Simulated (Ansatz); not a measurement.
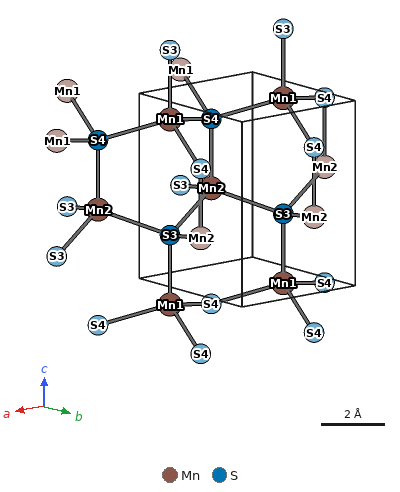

The input geometry (ball-and-stick view of the cell of the calculation, repeated 2 × 1 × 1, seen at an oblique angle; neighbours outside the cell are drawn fainter; atoms are numbered from 1 in the order of the input).

**Run report: MnS, geometry relaxation (part 1 of 2)**

- system: MnS (P6₃mc, 4 atoms in the cell)
- method: DFT, r2SCAN, plane waves, PAW, no spin polarisation (Ansatz 0.2.0)

The structure derives from an entry of the Crystallography Open Database. Figures and captions count atoms from 1; the log counts them from 0 in places.

## Output
```
Warning: the atoms were moved onto the symmetric positions of the space group found under crystal.symmetry.tolerance 3.0e-4 (fractional; no operation is sought that the atoms, as they stand in a round, miss by more than twice it, and no atom is moved by as much as it), and the run uses the moved positions. Before a round's move an operation carried an atom to 1.99e-4 Å from where it should land, the largest such distance. Atom 0 (counting from 0) moved farthest, by 2.30e-4 Å; the longest move in fractions of the cell, of whichever atom, is 0.24 of the tolerance, in 1 round. To run the atoms as typed, lower crystal.symmetry.tolerance until the operations that they miss are no longer found, or set crystal.symmetry.detect: false (a key that needs symmetry detection or time reversal refuses this as the deck is read). The positions used, in the order of the run's atom list: position: [0.3333333333333333, 0.6666666666666666, 0.0]; position: [0.6666666666666667, 0.3333333333333333, 0.5]; position: [0.3333333333333333, 0.6666666666666666, 0.375]; position: [0.6666666666666667, 0.3333333333333333, 0.875]; The lattice was moved too: crystal.lattice misses the space group found at crystal.symmetry.tolerance 3.0e-4 in a digit that the deck types, which is why this is a warning: making the lattice exact moves one of its numbers by a whole unit of that number's last typed decimal, or more. The operation that it misses by the most changes a squared length by the fraction 1.24e-6. The run uses the lattice that is a stretch of the typed one, with no rotation, onto the one that keeps every operation to a double's rounding (on a very oblique basis the stretch itself rounds by more); the deck's lattice vector that moved farthest moved by 1.30e-6 Å. To run the lattice as typed, set crystal.symmetry.tolerance under 2.89e-7, the least fraction by which an operation that the lattice misses changes a squared length (the same key also sets how far an atom may lie from its image, so lowering it can lose operations that the atoms keep only within it), or set crystal.symmetry.detect: false, as for the atoms. crystal.lattice made exact, in Å and degrees: [[3.986594262925509, -2.8867513463859666e-7, 0.0], [-1.9932968814627545, 3.4524920506123578, 0.0], [0.0, 0.0, 6.430825]]. Pasted over the deck's crystal.lattice, beside positions in fractional coordinates, it runs the same cell (given as lengths and angles, that cell in the form's own orientation, a rigid turn of the misfit's size from the one run here, for which a checkpoint.post_process_only pass over this run's state can be refused: where this run relaxes nothing, give such a pass this deck's own crystal.lattice, as typed; behind a relaxation, as crystal.lattice, the state's own cell, identity.cell in its checkpoint.json), and a matrix so pasted ends this notice, except on a very skew basis of the lattice, where the rounding of the pasted numbers themselves can read as a misfit: the cell is then moved again, and that move is told again. The lattice as run is in this notice's lattice.as_run_ang field (Run.prep()["deck_notices"] in Python, the deck_notice line of an events file, deck_notices of ansatz run --dry-run=json, or deck_notices in record.json in the deck's checkpoint.write directory).
The last accepted step is kept in [file] (removed where the run ends without a failure and the disk answers)
Engine: ansatz 0.2.0, x86_64-unknown-linux-gnu
Pseudopotentials: kind: paw
Pseudopotential: Mn, paw, valence charge 15, recommended cutoff 500 eV (meta_gga), Mn.paw.azcp
Pseudopotential: S, paw, valence charge 6, recommended cutoff 500 eV (meta_gga), S.paw.azcp
Functional definition: r2SCAN
  parameter k0 = 0.174
  parameter k1 = 0.065
  parameter a1 = 4.9479
  exchange = r2scan_x(k0 = k0, k1 = k1, a1 = a1)
  correlation = r2scan_c
Crystal: 4 atoms, lattice volume = 88.512 Å³
Basis set: ecut = 500 eV, 2297 PW (Γ), exchange–correlation on 90×90×144 points (27 copies of the dense FFT grid, shifted against one another)
Bands: 26, of which v1, the nominal top of the filled ones, is band 21 counted from 1 (20 counted from 0)
Symmetry: 12 space group operations
Space group: P63mc (ITA 186), of the structure as read, at distance tolerance 1.3e-3 Å
k-points: 10 of 75 (time reversal used)
Non-local potential: Mn, projectors of the file, l = 0: 3, l = 1: 2, l = 2: 3, l = 3: 1
Non-local potential: S, projectors of the file, l = 0: 2, l = 1: 2, l = 2: 2
PAW form: soft (Blöchl's): semilocal exchange-correlation on the pseudo side does not see the compensation charge
PAW frozen core: Mn, regenerated for the run's functional (the file was generated under x = pbe(κ = 0.804, μ = 0.2195149727645171), c = pbe(β = 0.06672455060314922))
PAW frozen core: S, regenerated for the run's functional (the file was generated under x = pbe(κ = 0.804, μ = 0.2195149727645171), c = pbe(β = 0.06672455060314922))
PAW one-centre angular grid: Mn, 590 points (default); XC on 160 Gauss nodes
PAW one-centre angular grid: S, 302 points (default); XC on 160 Gauss nodes
Initial density: superposition of atomic densities (chi_scale 0, normalization cell)
Initial wavefunctions: pseudopotential atomic-orbital guess
Functional: x = r2scan, c = r2scan; τ floored in thin density (d = 2e-4 eV/Å³)
SCF iter   1: F=—  HF=-9617.222055 eV  |F-HF|=—  |Δ(HF+E_count)|=         —  Δρ=6.33e-2  dr2=2.70e0  dr2_τ=1.22e-1  ethr=3.10e-3  ⟨swp⟩=5.6  Hψ=1036  notcnv=0
preconditioner: auto → Kerker (q_TF=auto, 2.410 Å⁻¹)  [metal: Δε(μ)=0.068 eV  Ē_g=4.688 eV  σ=0.100 eV  W_gap=0.17  n_scr=22 (ndim 8)  ℏωp=20.1 eV  f_vac=0.004  D(μ)=8.70/eV (n_scr^D=110)]
SCF iter   2: F=—  HF=-9617.441128 eV  |F-HF|=—  |Δ(HF+E_count)|=   2.19e-1  Δρ=4.66e-2  dr2=1.08e0  dr2_τ=2.75e-2  ethr=3.10e-3  ⟨swp⟩=2.9  Hψ=541  notcnv=0
SCF iter   3: F=—  HF=-9617.494992 eV  |F-HF|=—  |Δ(HF+E_count)|=   5.39e-2  Δρ=3.33e-2  dr2=5.83e-1  dr2_τ=1.01e-2  ethr=2.58e-3  ⟨swp⟩=2.3  Hψ=391  notcnv=0
SCF iter   4: F=—  HF=-9617.553487 eV  |F-HF|=—  |Δ(HF+E_count)|=   5.85e-2  Δρ=1.43e-2  dr2=1.07e-1  dr2_τ=6.32e-3  ethr=1.39e-3  ⟨swp⟩=1.8  Hψ=364  notcnv=0
SCF iter   5: F=—  HF=-9617.571516 eV  |F-HF|=—  |Δ(HF+E_count)|=   1.80e-2  Δρ=3.39e-3  dr2=1.13e-2  dr2_τ=2.99e-4  ethr=2.55e-4  ⟨swp⟩=2.9  Hψ=417  notcnv=0
SCF iter   6: F=—  HF=-9617.574111 eV  |F-HF|=—  |Δ(HF+E_count)|=   2.60e-3  Δρ=1.80e-3  dr2=4.16e-3  dr2_τ=5.82e-5  ethr=2.68e-5  ⟨swp⟩=1.7  Hψ=331  notcnv=0
SCF iter   7: F=—  HF=-9617.574573 eV  |F-HF|=—  |Δ(HF+E_count)|=   4.62e-4  Δρ=4.40e-4  dr2=1.00e-4  dr2_τ=3.31e-6  ethr=9.91e-6  ⟨swp⟩=2.2  Hψ=375  notcnv=0
SCF iter   8: F=—  HF=-9617.574636 eV  |F-HF|=—  |Δ(HF+E_count)|=   6.27e-5  Δρ=1.25e-4  dr2=8.01e-6  dr2_τ=5.48e-7  ethr=2.38e-7  ⟨swp⟩=2.3  Hψ=415  notcnv=0
SCF iter   9: F=—  HF=-9617.574653 eV  |F-HF|=—  |Δ(HF+E_count)|=   1.69e-5  Δρ=5.62e-5  dr2=1.09e-6  dr2_τ=5.92e-8  ethr=1.91e-8  ⟨swp⟩=2.2  Hψ=424  notcnv=0
SCF iter  10: F=—  HF=-9617.574654 eV  |F-HF|=—  |Δ(HF+E_count)|=   1.10e-6  Δρ=3.08e-5  dr2=3.63e-7  dr2_τ=1.01e-8  ethr=2.60e-9  ⟨swp⟩=2.0  Hψ=461  notcnv=0
SCF iter  11: F=—  HF=-9617.574654 eV  |F-HF|=—  |Δ(HF+E_count)|=   1.66e-7  Δρ=1.28e-5  dr2=1.17e-7  dr2_τ=1.74e-9  ethr=8.64e-10  ⟨swp⟩=2.6  Hψ=526  notcnv=0
SCF iter  12: F=-9617.574654 eV  HF=-9617.574654 eV  |F-HF|=9.09e-11  |Δ(HF+E_count)|=   1.76e-9  Δρ=4.12e-6  dr2=6.84e-9  dr2_τ=3.37e-10  ethr=2.38e-10  ⟨swp⟩=8.1  Hψ=1675  notcnv=0
SCF 1 converged in 12 iterations: F = -9617.574654 eV  dr2 = 6.84e-9
  greatest PAW one-centre occupation: 1.001 electrons in one spin orbital (limit 2), on the Mn atom at site 1 (counted from 0), in its partial waves of l = 1
relax step   1: F+E_penalty+E_count = -9617.57465389 eV  Δ(F+E_penalty+E_count) = +0.000e0 eV  max|allowed force component| = 1.878e-1 eV/Å  Δτ_max = 0.0000 Å  P = -20.654 GPa  Ω = 88.512 Å³  (12 SCF iters, dr2 threshold 1.00e-7 eV, accepted)
Crystal: 4 atoms, lattice volume = 76.431 Å³
Basis set: ecut = 500 eV, 1943 PW (Γ), exchange–correlation on 90×90×144 points (27 copies of the dense FFT grid, shifted against one another)
Initial density: handed on by an earlier stage of this run
Initial wavefunctions: those handed on with the density
iter 1 solved again at ethr=1.91e-4 eV; its pass at ethr=3.10e-3 eV (dr2=8.03e-2 eV) is discarded
SCF iter   1: F=—  HF=-9618.272431 eV  |F-HF|=—  |Δ(HF+E_count)|=         —  Δρ=1.27e-2  dr2=8.14e-2  dr2_τ=4.64e-1  ethr=1.91e-4  ⟨swp⟩=1.0  Hψ=1360  notcnv=0
preconditioner: auto → Kerker (q_TF=auto, 2.469 Å⁻¹)  [metal: Δε(μ)=0.113 eV  Ē_g=5.614 eV  σ=0.100 eV  W_gap=0.26  n_scr=22 (ndim 8)  ℏωp=21.7 eV  f_vac=0.009  D(μ)=3.95/eV (n_scr^D=34)]
SCF iter   2: F=—  HF=-9619.046246 eV  |F-HF|=—  |Δ(HF+E_count)|=   7.74e-1  Δρ=6.53e-3  dr2=1.97e-2  dr2_τ=3.10e-3  ethr=1.91e-4  ⟨swp⟩=2.0  Hψ=520  notcnv=0
SCF iter   3: F=—  HF=-9619.051415 eV  |F-HF|=—  |Δ(HF+E_count)|=   5.17e-3  Δρ=3.80e-3  dr2=1.51e-2  dr2_τ=3.22e-4  ethr=4.68e-5  ⟨swp⟩=2.7  Hψ=472  notcnv=0
SCF iter   4: F=—  HF=-9619.050630 eV  |F-HF|=—  |Δ(HF+E_count)|=   7.85e-4  Δρ=2.56e-3  dr2=3.69e-3  dr2_τ=4.34e-5  ethr=3.60e-5  ⟨swp⟩=2.0  Hψ=364  notcnv=0
SCF iter   5: F=—  HF=-9619.050576 eV  |F-HF|=—  |Δ(HF+E_count)|=   5.36e-5  Δρ=6.31e-4  dr2=3.29e-4  dr2_τ=2.09e-5  ethr=8.79e-6  ⟨swp⟩=2.4  Hψ=431  notcnv=0
SCF iter   6: F=—  HF=-9619.050693 eV  |F-HF|=—  |Δ(HF+E_count)|=   1.17e-4  Δρ=2.58e-4  dr2=3.83e-5  dr2_τ=1.54e-6  ethr=7.84e-7  ⟨swp⟩=2.1  Hψ=373  notcnv=0
SCF iter   7: F=—  HF=-9619.050698 eV  |F-HF|=—  |Δ(HF+E_count)|=   4.60e-6  Δρ=7.84e-5  dr2=4.70e-6  dr2_τ=1.37e-7  ethr=9.12e-8  ⟨swp⟩=2.9  Hψ=406  notcnv=0
SCF iter   8: F=—  HF=-9619.050699 eV  |F-HF|=—  |Δ(HF+E_count)|=   1.58e-6  Δρ=5.28e-5  dr2=1.81e-6  dr2_τ=1.96e-8  ethr=1.12e-8  ⟨swp⟩=2.0  Hψ=374  notcnv=0
SCF iter   9: F=-9619.050699 eV  HF=-9619.050699 eV  |F-HF|=4.14e-8  |Δ(HF+E_count)|=   1.31e-7  Δρ=9.73e-6  dr2=8.52e-8  dr2_τ=1.00e-9  ethr=9.52e-10  ⟨swp⟩=6.8  Hψ=1778  notcnv=0
SCF 2 converged in 9 iterations: F = -9619.050699 eV  dr2 = 8.52e-8
[... from here on the iterations of each SCF are left out, up to the last one ...]
relax step   2: F+E_penalty+E_count = -9619.05069907 eV  Δ(F+E_penalty+E_count) = -1.476e0 eV  max|allowed force component| = 8.678e-2 eV/Å  Δτ_max = 0.0078 Å  P = -17.380 GPa  Ω = 76.431 Å³  energy of the carried Pulay correction = +2.832e-3 eV  (9 SCF iters, dr2 threshold 4.00e-7 eV, accepted)
Crystal: 4 atoms, lattice volume = 66.034 Å³
Basis set: ecut = 500 eV, 1713 PW (Γ), exchange–correlation on 90×90×144 points (27 copies of the dense FFT grid, shifted against one another)
preconditioner: auto → Kerker (q_TF=auto, 2.530 Å⁻¹)  [metal: Δε(μ)=0.180 eV  Ē_g=6.237 eV  σ=0.100 eV  W_gap=0.40  n_scr=22 (ndim 8)  ℏωp=23.3 eV  f_vac=0.000  D(μ)=3.06/eV (n_scr^D=22)]
SCF 3 converged in 9 iterations: F = -9619.931902 eV  dr2 = 1.31e-7
relax step   3: F+E_penalty+E_count = -9619.93190168 eV  Δ(F+E_penalty+E_count) = -8.812e-1 eV  max|allowed force component| = 1.397e-1 eV/Å  Δτ_max = 0.0023 Å  P = -7.822 GPa  Ω = 66.034 Å³  energy of the carried Pulay correction = +5.625e-3 eV  (9 SCF iters, dr2 threshold 4.00e-7 eV, accepted)
Crystal: 4 atoms, lattice volume = 59.202 Å³
Basis set: ecut = 500 eV, 1533 PW (Γ), exchange–correlation on 90×90×144 points (27 copies of the dense FFT grid, shifted against one another)
preconditioner: auto → Resta (q_TF=auto, 2.577 Å⁻¹)  ε∞=14.3  [insulator: Δε(μ)=0.355 eV  Ē_g=6.751 eV  σ=0.100 eV  W_gap=0.69  n_scr=22 (ndim 8)  ℏωp=24.6 eV  f_vac=0.000  D(μ)=2.44/eV (n_scr^D=22)  ε∞_Penn≈14.3]
SCF 4 converged in 9 iterations: F = -9620.032722 eV  dr2 = 1.41e-8
relax step   4: F+E_penalty+E_count = -9620.03272229 eV  Δ(F+E_penalty+E_count) = -1.008e-1 eV  max|allowed force component| = 1.684e-1 eV/Å  Δτ_max = 0.0228 Å  P = +5.662 GPa  Ω = 59.202 Å³  energy of the carried Pulay correction = +7.674e-3 eV  (9 SCF iters, dr2 threshold 4.00e-7 eV, accepted)
Crystal: 4 atoms, lattice volume = 61.611 Å³
Basis set: ecut = 500 eV, 1581 PW (Γ), exchange–correlation on 90×90×144 points (27 copies of the dense FFT grid, shifted against one another)
preconditioner: auto → Kerker (q_TF=auto, 2.560 Å⁻¹)  [metal: Δε(μ)=0.170 eV  Ē_g=6.510 eV  σ=0.100 eV  W_gap=0.39  n_scr=22 (ndim 8)  ℏωp=24.1 eV  f_vac=0.004  D(μ)=3.04/eV (n_scr^D=34)]
SCF 5 converged in 8 iterations: F = -9620.077662 eV  dr2 = 1.56e-7
relax step   5: F+E_penalty+E_count = -9620.07766185 eV  Δ(F+E_penalty+E_count) = -4.494e-2 eV  max|allowed force component| = 3.365e-2 eV/Å  Δτ_max = 0.0101 Å  P = -0.387 GPa  Ω = 61.611 Å³  energy of the carried Pulay correction = +6.930e-3 eV  (8 SCF iters, dr2 threshold 4.00e-7 eV, accepted)
Crystal: 4 atoms, lattice volume = 61.428 Å³
preconditioner: auto → Kerker (q_TF=auto, 2.561 Å⁻¹)  [metal: Δε(μ)=0.105 eV  Ē_g=6.538 eV  σ=0.100 eV  W_gap=0.25  n_scr=22 (ndim 8)  ℏωp=24.2 eV  f_vac=0.001  D(μ)=3.28/eV (n_scr^D=34)]
SCF 6 converged in 7 iterations: F = -9620.086361 eV  dr2 = 6.46e-8
relax step   6: F+E_penalty+E_count = -9620.08636110 eV  Δ(F+E_penalty+E_count) = -8.699e-3 eV  max|allowed force component| = 6.360e-2 eV/Å  Δτ_max = 0.0125 Å  P = -0.387 GPa  Ω = 61.428 Å³  energy of the carried Pulay correction = +6.986e-3 eV  (7 SCF iters, dr2 threshold 4.00e-7 eV, accepted)
Crystal: 4 atoms, lattice volume = 60.165 Å³
Basis set: ecut = 500 eV, 1499 PW (Γ), exchange–correlation on 90×90×144 points (27 copies of the dense FFT grid, shifted against one another)
preconditioner: auto → Resta (q_TF=auto, 2.570 Å⁻¹)  ε∞=15.0  [insulator: Δε(μ)=0.230 eV  Ē_g=6.531 eV  σ=0.100 eV  W_gap=0.51  n_scr=22 (ndim 8)  ℏωp=24.4 eV  f_vac=0.000  D(μ)=2.50/eV (n_scr^D=22)  ε∞_Penn≈15.0]
SCF 7 converged in 8 iterations: F = -9620.052887 eV  dr2 = 3.02e-8
  Residual-converged pass: ⟨swp⟩=1.0  Hψ=300  notcnv=0  max |occ|·‖R‖ = 7.1e-9 eV (tolerance 1.0e-8 eV)  dr2=3.02e-8  dr2_τ=8.70e-10  dr2_onsite=5.74e-9  max |Δocc| = 3.8e-12
relax step   7: F+E_penalty+E_count = -9620.05288716 eV  Δ(F+E_penalty+E_count) = +3.347e-2 eV  max|allowed force component| = 6.789e-1 eV/Å  Δτ_max = 0.0673 Å  P = -1.058 GPa  Ω = 60.165 Å³  energy of the carried Pulay correction = +7.374e-3 eV  (8 SCF iters, dr2 threshold 4.00e-7 eV, rejected (line search))
Crystal: 4 atoms, lattice volume = 60.969 Å³
Basis set: ecut = 500 eV, 1571 PW (Γ), exchange–correlation on 90×90×144 points (27 copies of the dense FFT grid, shifted against one another)
preconditioner: auto → Kerker (q_TF=auto, 2.564 Å⁻¹)  [metal: Δε(μ)=0.145 eV  Ē_g=6.536 eV  σ=0.100 eV  W_gap=0.33  n_scr=22 (ndim 8)  ℏωp=24.2 eV  f_vac=0.001  D(μ)=3.10/eV (n_scr^D=34)]
SCF 8 converged in 12 iterations: F = -9620.095355 eV  dr2 = 2.09e-11
relax step   8: F+E_penalty+E_count = -9620.09535522 eV  Δ(F+E_penalty+E_count) = -8.994e-3 eV  max|allowed force component| = 1.037e-1 eV/Å  Δτ_max = 0.0126 Å  P = +0.057 GPa  Ω = 60.969 Å³  energy of the carried Pulay correction = +7.126e-3 eV  (12 SCF iters, accepted)
Crystal: 4 atoms, lattice volume = 60.526 Å³
Basis set: ecut = 500 eV, 1547 PW (Γ), exchange–correlation on 90×90×144 points (27 copies of the dense FFT grid, shifted against one another)
preconditioner: auto → Kerker (q_TF=auto, 2.567 Å⁻¹)  [metal: Δε(μ)=0.141 eV  Ē_g=6.568 eV  σ=0.100 eV  W_gap=0.32  n_scr=22 (ndim 8)  ℏωp=24.3 eV  f_vac=0.000  D(μ)=2.78/eV (n_scr^D=22)]
SCF 9 converged in 7 iterations: F = -9620.100735 eV  dr2 = 8.01e-8
  Residual-converged pass: ⟨swp⟩=1.1  Hψ=301  notcnv=0  max |occ|·‖R‖ = 6.9e-9 eV (tolerance 1.0e-8 eV)  dr2=8.01e-8  dr2_τ=4.40e-9  dr2_onsite=5.96e-9  max |Δocc| = 6.4e-12
relax step   9: F+E_penalty+E_count = -9620.10073528 eV  Δ(F+E_penalty+E_count) = -5.380e-3 eV  max|allowed force component| = 2.760e-2 eV/Å  Δτ_max = 0.0204 Å  P = -0.053 GPa  Ω = 60.526 Å³  energy of the carried Pulay correction = +7.263e-3 eV  (7 SCF iters, dr2 threshold 4.00e-7 eV, accepted)
Crystal: 4 atoms, lattice volume = 60.618 Å³
Basis set: ecut = 500 eV, 1535 PW (Γ), exchange–correlation on 90×90×144 points (27 copies of the dense FFT grid, shifted against one another)
preconditioner: auto → Kerker (q_TF=auto, 2.566 Å⁻¹)  [metal: Δε(μ)=0.131 eV  Ē_g=6.561 eV  σ=0.100 eV  W_gap=0.30  n_scr=22 (ndim 8)  ℏωp=24.3 eV  f_vac=0.000  D(μ)=2.83/eV (n_scr^D=22)]
SCF 10 converged in 6 iterations: F = -9620.101172 eV  dr2 = 4.68e-8
relax step  10: F+E_penalty+E_count = -9620.10117174 eV  Δ(F+E_penalty+E_count) = -4.365e-4 eV  max|allowed force component| = 8.688e-3 eV/Å  Δτ_max = 0.0045 Å  P = +0.006 GPa  Ω = 60.618 Å³  energy of the carried Pulay correction = +7.234e-3 eV  (6 SCF iters, dr2 threshold 2.15e-7 eV, accepted)
Basis set: ecut = 500 eV, 1535 PW (Γ), exchange–correlation on 75×75×135 points (27 copies of the dense FFT grid, shifted against one another)
Initial wavefunctions: pseudopotential atomic-orbital guess (no wavefunctions were taken with the density)
iter 1 solved again at ethr=1.66e-7 eV; its pass at ethr=3.10e-3 eV (dr2=6.96e-5 eV) is discarded
SCF iter   1: F=—  HF=-9620.097369 eV  |F-HF|=—  |Δ(HF+E_count)|=         —  Δρ=3.59e-4  dr2=7.96e-6  dr2_τ=4.21e-5  ethr=1.66e-7  ⟨swp⟩=3.0  Hψ=1856  notcnv=0
preconditioner: auto → Kerker (q_TF=auto, 2.566 Å⁻¹)  [metal: Δε(μ)=0.143 eV  Ē_g=6.562 eV  σ=0.100 eV  W_gap=0.33  n_scr=22 (ndim 8)  ℏωp=24.3 eV  f_vac=0.000  D(μ)=2.84/eV (n_scr^D=22)]
SCF iter   2: F=—  HF=-9620.097400 eV  |F-HF|=—  |Δ(HF+E_count)|=   3.11e-5  Δρ=2.64e-4  dr2=2.08e-5  dr2_τ=4.32e-6  ethr=1.90e-8  ⟨swp⟩=2.0  Hψ=453  notcnv=0
SCF iter   3: F=—  HF=-9620.097397 eV  |F-HF|=—  |Δ(HF+E_count)|=   3.69e-6  Δρ=1.21e-4  dr2=4.32e-6  dr2_τ=6.94e-7  ethr=1.90e-8  ⟨swp⟩=2.0  Hψ=473  notcnv=0
SCF iter   4: F=—  HF=-9620.097403 eV  |F-HF|=—  |Δ(HF+E_count)|=   6.55e-6  Δρ=3.32e-5  dr2=4.68e-7  dr2_τ=1.96e-8  ethr=1.03e-8  ⟨swp⟩=2.8  Hψ=451  notcnv=0
SCF iter   5: F=—  HF=-9620.097407 eV  |F-HF|=—  |Δ(HF+E_count)|=   4.23e-6  Δρ=3.71e-6  dr2=2.52e-9  dr2_τ=2.33e-9  ethr=1.12e-9  ⟨swp⟩=2.0  Hψ=369  notcnv=0
SCF iter   6: F=—  HF=-9620.097407 eV  |F-HF|=—  |Δ(HF+E_count)|=   5.53e-9  Δρ=7.80e-7  dr2=2.42e-10  dr2_τ=2.46e-11  ethr=6.00e-12  ⟨swp⟩=2.0  Hψ=470  notcnv=0
SCF iter   7: F=-9620.097407 eV  HF=-9620.097407 eV  |F-HF|=1.64e-11  |Δ(HF+E_count)|=  2.62e-10  Δρ=2.43e-7  dr2=2.71e-11  dr2_τ=2.05e-12  ethr=1.00e-12  ⟨swp⟩=6.0  Hψ=1330  notcnv=0
SCF 11 converged in 7 iterations: F = -9620.097407 eV  dr2 = 2.71e-11
relax step  11: F+E_penalty+E_count = -9620.09740740 eV  Δ(F+E_penalty+E_count) = +3.764e-3 eV  max|allowed force component| = 8.717e-3 eV/Å  Δτ_max = 0.0000 Å  P = -0.024 GPa  Ω = 60.618 Å³  stress off target by 2.40e-2 GPa  SCF on the basis re-selected at this cell (its energy is not comparable with the rows above)  (7 SCF iters)
```

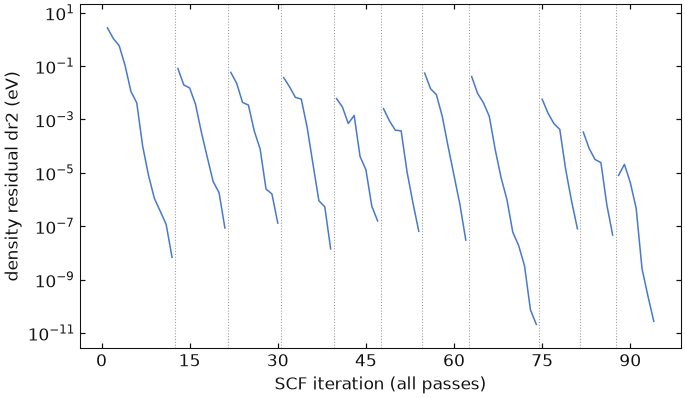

Convergence of the self-consistent field: density residual dr2 against the SCF iteration. The dotted lines part the SCF passes of the relaxation: geometry steps, rejected trials and re-solves on a re-selected basis. The 11 passes take 6 to 12 iterations each, 94 in all.

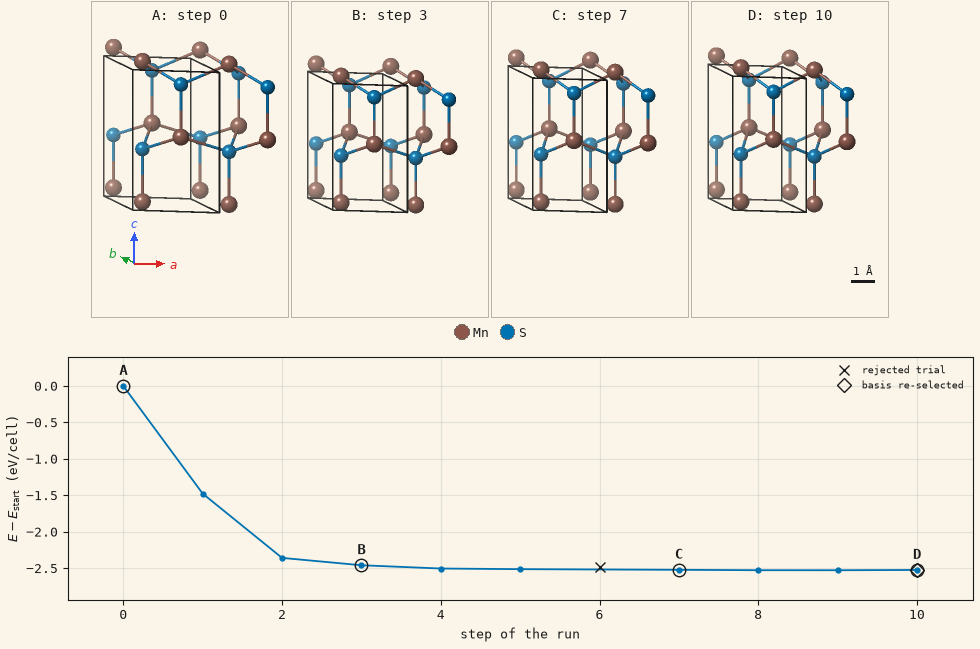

Frames of the relaxation (ball-and-stick view of the cell of the calculation, repeated 2 × 2 × 1, seen slightly off an axis) above the curves, on which the letters mark them (the first geometry is step 0 here and step 1 in the log).
